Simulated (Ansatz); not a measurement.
**Run report: GeSe, single-point calculation**

- system: GeSe (Pnma, 8 atoms in the cell)
- method: DFT PBE, scalar-relativistic, plane waves, PAW, no spin polarisation (Ansatz 0.2.0)

The structure derives from a Materials Project entry. It belongs to a series of runs on one base structure; here: band edges sought over the zone.

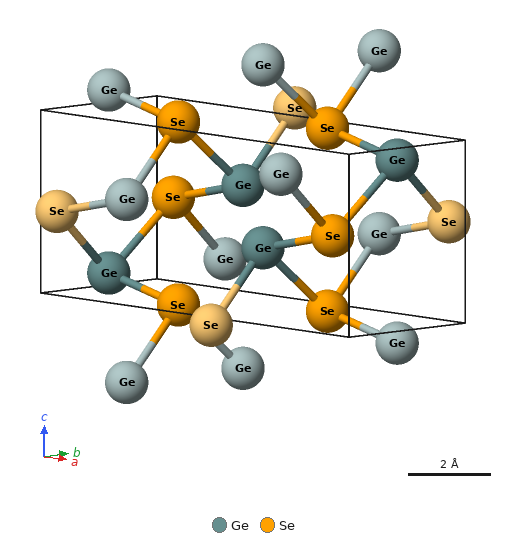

Figure 1. The input geometry (ball-and-stick view of the cell of the calculation, seen at an oblique angle; neighbours outside the cell are drawn fainter). An atom can appear more than once, as a periodic image. Near neighbours in the periodic cell (some may lie outside the picture): Ge has 3 Se at 2.59 to 2.60 Å; Se has 3 Ge at 2.59 to 2.60 Å.

Input file
```yaml
crystal:
  lattice:
    - [11.1941400952, 0.0, 0.0]
    - [0.0, 3.8797143596, 0.0]
    - [0.0, 0.0, 4.534250658]
  atoms:
    - { symbol: Ge, position: [0.1266618712, 0.25, 0.120685106] }
    - { symbol: Ge, position: [0.8733381288, 0.75, 0.879314894] }
    - { symbol: Ge, position: [0.3733381288, 0.75, 0.620685106] }
    - { symbol: Ge, position: [0.6266618712, 0.25, 0.379314894] }
    - { symbol: Se, position: [0.8525597356, 0.25, 0.4993368033] }
    - { symbol: Se, position: [0.1474402644, 0.75, 0.5006631967] }
    - { symbol: Se, position: [0.6474402644, 0.75, -0.0006631967] }
    - { symbol: Se, position: [0.3525597356, 0.25, 1.0006631967] }
basis:
  ecutwfc: 420
  xc_grid: 2
kpoints:
  mp_grid: { grid: [4, 8, 6] }
  band_path: { path: [VBM, CBM], npoints: 2 }
hamiltonian:
  xc: pbe
scf:
  occupations: { method: gaussian, width: 0.01 }
output:
  forces: true
  stress: true
  eigenvalues: true
```

Run on 4 threads of Arm Neoverse V1, 24 GiB of memory available, shared host.

Run as:
```bash
ansatz run input.yaml --threads 4 --pin off --max-ram 10240MiB --backend cpu --events-out ev --progress --plain --runs-dir out
```

Output
```
Engine: ansatz 0.2.0, aarch64-unknown-linux-gnu
Pseudopotentials: kind: paw
Pseudopotential: Ge, paw, valence charge 14, recommended cutoff 420 eV (normal), Ge.paw.azcp
Pseudopotential: Se, paw, valence charge 16, recommended cutoff 420 eV (normal), Se.paw.azcp
Functional definition: PBE
  parameter kappa = 0.804
  parameter beta = 0.06672455060314922
  exchange = pbe_x(kappa = kappa, mu = beta*pi^2/3)
  correlation = pbe_c(beta = beta)
Crystal: 8 atoms, lattice volume = 196.923 Å³
Basis set: ecut = 420 eV, 3839 PW (Γ), exchange–correlation on 150×54×64 points (8 copies of the dense FFT grid, shifted against one another)
Bands: 72, of which v1, the nominal top of the filled ones, is band 60 counted from 1 (59 counted from 0)
Symmetry: 8 space group operations
Space group: Pnma (ITA 62), of the structure as read, at distance tolerance 5.8e-5 Å
k-points: 60 of 192
Non-local potential: Ge, projectors of the file, l = 0: 2, l = 1: 2, l = 2: 3, l = 3: 1
Non-local potential: Se, projectors of the file, l = 0: 2, l = 1: 2, l = 2: 3, l = 3: 1
PAW form: soft (Blöchl's): semilocal exchange-correlation on the pseudo side does not see the compensation charge
PAW one-centre angular grid: Ge, 590 points (default); XC on 64 Gauss nodes
PAW one-centre angular grid: Se, 590 points (default); XC on 64 Gauss nodes
Initial density: superposition of atomic densities (neutral atoms: chi_scale 0, normalization atom), corrected by the library's trained network
Initial wavefunctions: pseudopotential atomic-orbital guess
Functional: x = pbe(κ = 0.804, μ = 0.2195149727645171), c = pbe(β = 0.06672455060314922)
SCF iter   1: F=—  HF=-39058.070015 eV  |F-HF|=—  |Δ(HF+E_count)|=         —  Δρ=1.44e-3  dr2=5.75e-3  ethr=1.77e-3  ⟨swp⟩=6.1  Hψ=14779  notcnv=0  defer=2
preconditioner: auto → Resta (q_TF=auto, 2.512 Å⁻¹)  ε∞=4.4  [insulator: Δε(μ)=0.878 eV  Ē_g=9.019 eV  σ=0.010 eV  W_gap=1.00  n_scr=56 (ndim 8)  ℏωp=16.7 eV  f_vac=0.006  D(μ)=0.00/eV (n_scr^D=0)  ε∞_Penn≈4.4]
SCF iter   2: F=—  HF=-39058.067730 eV  |F-HF|=—  |Δ(HF+E_count)|=   2.29e-3  Δρ=7.73e-4  dr2=1.43e-3  ethr=4.79e-6  ⟨swp⟩=2.0  Hψ=6590  notcnv=0  defer=329
SCF iter   3: F=—  HF=-39058.068135 eV  |F-HF|=—  |Δ(HF+E_count)|=   4.05e-4  Δρ=2.13e-4  dr2=8.62e-5  ethr=1.19e-6  ⟨swp⟩=2.0  Hψ=6782  notcnv=0  defer=329
SCF iter   4: F=—  HF=-39058.068124 eV  |F-HF|=—  |Δ(HF+E_count)|=   1.08e-5  Δρ=9.43e-5  dr2=2.07e-5  ethr=7.18e-8  ⟨swp⟩=2.0  Hψ=6391  notcnv=0  defer=329
SCF iter   5: F=—  HF=-39058.068137 eV  |F-HF|=—  |Δ(HF+E_count)|=   1.25e-5  Δρ=2.77e-5  dr2=2.04e-6  ethr=1.72e-8  ⟨swp⟩=2.0  Hψ=5179  notcnv=0  defer=329
SCF iter   6: F=—  HF=-39058.068138 eV  |F-HF|=—  |Δ(HF+E_count)|=   1.62e-6  Δρ=1.03e-5  dr2=2.66e-7  ethr=1.70e-9  ⟨swp⟩=2.0  Hψ=7591  notcnv=0  defer=329
SCF iter   7: F=-39058.068139 eV  HF=-39058.068139 eV  |F-HF|=3.12e-8  |Δ(HF+E_count)|=   1.44e-7  Δρ=4.02e-6  dr2=3.97e-8  ethr=8.33e-11  ⟨swp⟩=8.2  Hψ=18476  notcnv=0
SCF 1 converged in 7 iterations: F = -39058.068139 eV  dr2 = 3.97e-8
  greatest PAW one-centre occupation: 1.000 electrons in one spin orbital (limit 2), on the Se atom at site 5 (counted from 0), in its partial waves of l = 2
NSCF: frozen V_eff on 64 k-points
NSCF: frozen V_eff on 64 k-points
NSCF: frozen V_eff on 64 k-points
NSCF: frozen V_eff on 64 k-points
NSCF: frozen V_eff on 43 k-points
NSCF: frozen V_eff on 36 k-points
NSCF: frozen V_eff on 56 k-points
NSCF: frozen V_eff on 42 k-points
NSCF: frozen V_eff on 45 k-points
NSCF: frozen V_eff on 17 k-points
NSCF: frozen V_eff on 14 k-points
NSCF: frozen V_eff on 14 k-points
NSCF: frozen V_eff on 3 k-points
SCF converged after 7 iterations
Free energy (F): -39058.068139 eV
Harris-Foulkes:  -39058.068139 eV  (|F-HF|=3.12e-8)
Internal energy: -39058.068139 eV  (E = F + TS)
E sigma→0 (E₀):  -39058.068139 eV
Fermi energy:    8.081122 eV
--- Per-component energies (eV) ---
  E_band       = -2180.804958
  E_kinetic    = 908.022290
  E_local      = -19428.012046  (includes V_loc(G=0)·N_el)
  E_nonlocal   = -726.043095
  E_hartree    = 9025.864108
  E_xc         = -716.230812
  E_vxc        = -646.286066  (∫ρ·V_xc dr)
  E_paw        = -15705.263744  (= ΣΔE_a)
  E_vpaw       = -340.221338  (= ΣTr[D̂ρ^β])
  E_aug_tail   = -0.001197  (compensation charges beyond the density's cutoff)
  E_ewald      = -12416.403643
  E_smearing   = -0.000000  (= −TS)
  E_closure    = -0.000000  (closes the sum)
  Σ components = -39058.068139   (vs F -39058.068139, Δ=0.00e0)
--- Forces (eV/Å), atoms counted from 1 ---
  atom   1  Ge     0.00288403     0.00000000     0.00198652
  atom   2  Ge    -0.00288403     0.00000000    -0.00198652
  atom   3  Ge    -0.00288403     0.00000000     0.00198652
  atom   4  Ge     0.00288403     0.00000000    -0.00198652
  atom   5  Se    -0.00084932     0.00000000     0.00108718
  atom   6  Se     0.00084932     0.00000000    -0.00108718
  atom   7  Se     0.00084932     0.00000000     0.00108718
  atom   8  Se    -0.00084932     0.00000000    -0.00108718
  max |Σ_I F_I| component: 4.34e-19 eV/Å
--- Stress (GPa, compression-positive) ---
       -0.030383       0.000000       0.000000
        0.000000      -0.027310       0.000000
        0.000000       0.000000      -0.024323
  P = ⅓ Tr σ = -0.0273 GPa (-0.273 kbar)
--- Band table (eV; the first three rows and the last of 60) ---
  k-point 0: bands = ["-39.8247", "-39.8246", "-39.8246", "-39.8245", "-39.8237", "-39.8236", "-39.8234", "-39.8234", "-39.7865", "-39.7864", "-39.7863", "-39.7861", "-39.7828", "-39.7827", "-39.7827", "-39.7826", "-39.7710", "-39.7709", "-39.7706", "-39.7706", "-16.8458", "-16.8446", "-16.8428", "-16.8422", "-16.8417", "-16.8414", "-16.8410", "-16.8408", "-16.8152", "-16.8149", "-16.8099", "-16.8095", "-16.8080", "-16.8057", "-16.8006", "-16.7982", "-16.7939", "-16.7934", "-16.7913", "-16.7907", "-6.4889", "-6.1923", "-5.2160", "-4.7654", "-0.2500", "0.2310", "1.8767", "2.1047", "2.6226", "4.0777", "4.2655", "4.3686", "4.5773", "4.9343", "5.8009", "5.8981", "6.3341", "6.6620", "6.9170", "7.5445", "8.5217", "10.3005", "10.3082", "10.3111", "10.6682", "10.8388", "11.2105", "11.7158", "12.6451", "12.8773", "13.1888", "13.3491"]
  k-point 1: bands = ["-39.8247", "-39.8246", "-39.8246", "-39.8245", "-39.8237", "-39.8236", "-39.8234", "-39.8234", "-39.7865", "-39.7863", "-39.7863", "-39.7861", "-39.7828", "-39.7827", "-39.7827", "-39.7826", "-39.7710", "-39.7709", "-39.7706", "-39.7706", "-16.8454", "-16.8443", "-16.8429", "-16.8422", "-16.8419", "-16.8417", "-16.8412", "-16.8410", "-16.8145", "-16.8143", "-16.8099", "-16.8097", "-16.8078", "-16.8059", "-16.8004", "-16.7984", "-16.7938", "-16.7933", "-16.7914", "-16.7910", "-6.3751", "-6.0839", "-5.2327", "-4.8223", "-0.5551", "0.1286", "1.1358", "1.6941", "2.8420", "4.3931", "4.7170", "4.8476", "4.8569", "5.0632", "5.8394", "6.2825", "6.3210", "6.5052", "7.0476", "7.4337", "8.6081", "9.7066", "10.2380", "10.3025", "10.5665", "10.7119", "11.2870", "11.3855", "11.9835", "12.4215", "12.8305", "13.0995"]
  k-point 2: bands = ["-39.8247", "-39.8246", "-39.8246", "-39.8245", "-39.8236", "-39.8236", "-39.8235", "-39.8234", "-39.7865", "-39.7863", "-39.7863", "-39.7861", "-39.7828", "-39.7828", "-39.7827", "-39.7826", "-39.7709", "-39.7708", "-39.7707", "-39.7707", "-16.8446", "-16.8436", "-16.8431", "-16.8426", "-16.8423", "-16.8421", "-16.8418", "-16.8414", "-16.8130", "-16.8127", "-16.8103", "-16.8101", "-16.8075", "-16.8063", "-16.8000", "-16.7989", "-16.7933", "-16.7930", "-16.7919", "-16.7917", "-6.0647", "-5.7863", "-5.3534", "-5.0281", "-0.8774", "0.0023", "0.0641", "0.8915", "3.3406", "4.7813", "5.0978", "5.4105", "5.6182", "5.6890", "5.8413", "6.1893", "6.2228", "7.0391", "7.1535", "7.6405", "8.7750", "9.1399", "9.3092", "9.8936", "10.0853", "10.5518", "10.8747", "10.9267", "11.2608", "11.8226", "12.2624", "13.4207"]
  k-point 59: bands = ["-39.8247", "-39.8247", "-39.8247", "-39.8247", "-39.8232", "-39.8232", "-39.8232", "-39.8232", "-39.7863", "-39.7863", "-39.7863", "-39.7863", "-39.7828", "-39.7828", "-39.7828", "-39.7828", "-39.7706", "-39.7706", "-39.7706", "-39.7706", "-16.8476", "-16.8476", "-16.8476", "-16.8476", "-16.8364", "-16.8364", "-16.8364", "-16.8364", "-16.8121", "-16.8121", "-16.8121", "-16.8121", "-16.8053", "-16.8053", "-16.8053", "-16.8053", "-16.7898", "-16.7898", "-16.7898", "-16.7898", "-4.9431", "-4.9431", "-4.9431", "-4.9431", "-0.1420", "-0.1420", "-0.1420", "-0.1420", "3.1964", "3.1964", "3.1964", "3.1964", "3.9358", "3.9358", "3.9358", "3.9358", "6.2739", "6.2739", "6.2739", "6.2739", "10.3270", "10.3270", "10.3270", "10.3270", "12.3473", "12.3473", "12.3473", "12.3473", "14.1012", "14.1012", "14.1012", "14.1012"]
```

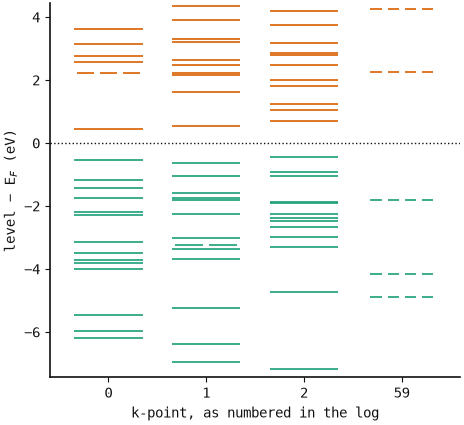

Figure 2. Kohn–Sham levels near the Fermi level (dotted) at the few k-points that the log prints; levels within 0.02 eV of each other stand side by side. Among these points the highest filled and lowest empty levels are 0.88 eV apart, which is the gap on the mesh.

Summary

```json
{"quantity": "outcome", "value": "converged"}
{"quantity": "space group (tolerance 0.01 Å)", "value": "Pnma (62)"}
{"quantity": "electrons treated", "value": "120"}
{"quantity": "free energy", "value": "−39058.0681 eV"}
{"quantity": "Fermi energy", "value": "8.081 eV"}
{"quantity": "gap on the k-point mesh", "value": "0.88 eV"}
{"quantity": "gap on the band path", "value": "0.88 eV"}
{"quantity": "pressure", "value": "−0.03 GPa"}
{"quantity": "largest force (length of the vector)", "value": "0.004 eV/Å"}
{"quantity": "wall time", "value": "63 s (CPU time 4.1 min)"}
{"quantity": "peak memory", "value": "0.97 GiB"}
```
